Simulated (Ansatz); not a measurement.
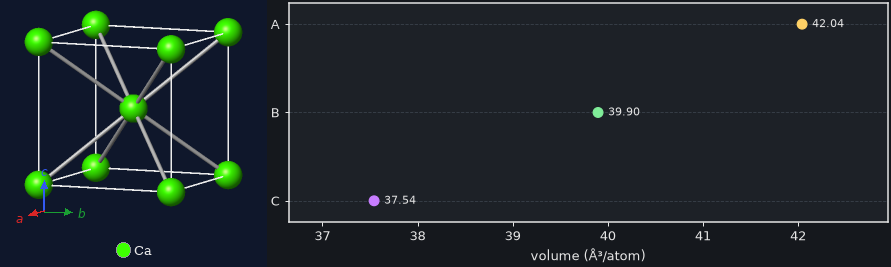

The figure shows the volume by functional for Ca, space group Im-3m (No. 229). The labels are replaced by letters. In alphabetical order the cases are: LDA; PBE; PBE+D3(BJ). The conventional cell is drawn beside the plot.

Cell as given: a = 3.880 Å, b = 3.880 Å, c = 3.880 Å, α = 109.47°, β = 109.47°, γ = 109.47°; 1 atom.

Method: volume and cell lengths of one structure relaxed by several density functionals; plane waves with PAW datasets, Γ-centred k mesh (Ansatz 0.2.0). All runs: no spin polarisation.

occupations Gaussian; smearing width 0.1 eV.

The space group named is that of the starting cell.

Q: Which letter stands for which functional?

A: A: PBE (42.0 Å³/atom); B: PBE+D3(BJ) (39.9 Å³/atom); C: LDA (37.5 Å³/atom).
